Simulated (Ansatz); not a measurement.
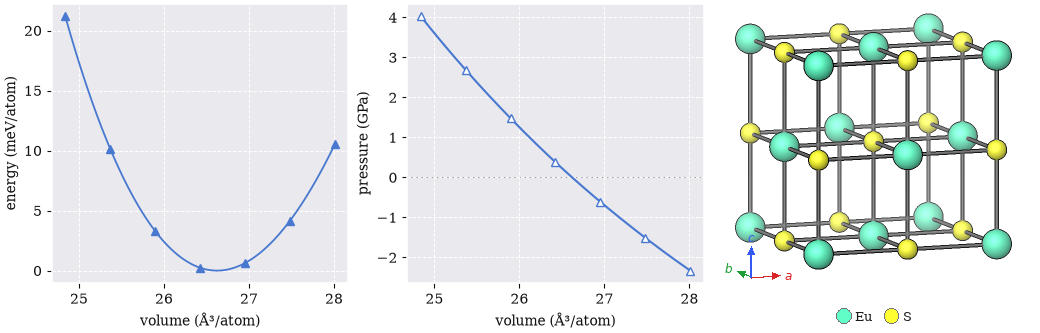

Plotted: energy and pressure against volume for EuS, space group Fm-3m (No. 225). The conventional cell is drawn beside the plot.

Starting cell:
```cif
data_structure
_symmetry_space_group_name_H-M 'P 1'
_symmetry_Int_Tables_number 1
_cell_length_a 4.2122
_cell_length_b 4.2122
_cell_length_c 4.2122
_cell_angle_alpha 60.000
_cell_angle_beta 60.000
_cell_angle_gamma 60.000
_cell_volume 52.85
loop_
_atom_site_label
_atom_site_type_symbol
_atom_site_fract_x
_atom_site_fract_y
_atom_site_fract_z
_atom_site_occupancy
Eu1 Eu 0.00000 0.00000 0.00000 1
S1 S 0.50000 0.50000 0.50000 1
```

Calculation (Ansatz 0.2.0): plane-wave DFT, collinear spins; energies at scaled volumes of the given cell, shape and fractions fixed, counted from the fit's minimum, third-order Birch-Murnaghan fit. Level: HSE06, collinear spin.

| setting | value |
| --- | --- |
| k mesh | 6×6×6 |
| occupations | Fermi–Dirac |
| smearing width | 0.05 eV |
| potentials | Ansatz PAW |
| wave cutoff | 420 eV |
| density cutoff | 1680 eV |

### What equilibrium volume and bulk modulus follow from the curve?

A third-order Birch–Murnaghan fit gives V0 = 26.62 Å³/atom, B0 = 50.7 GPa and B′ = 3.8.

### How does the pressure vary with volume?

It falls from 4.03 GPa at volume 24.84 Å³/atom to −2.33 GPa at 28.01 Å³/atom, and changes sign near 26.63 Å³/atom.

Limits of the calculation: state may lie high.
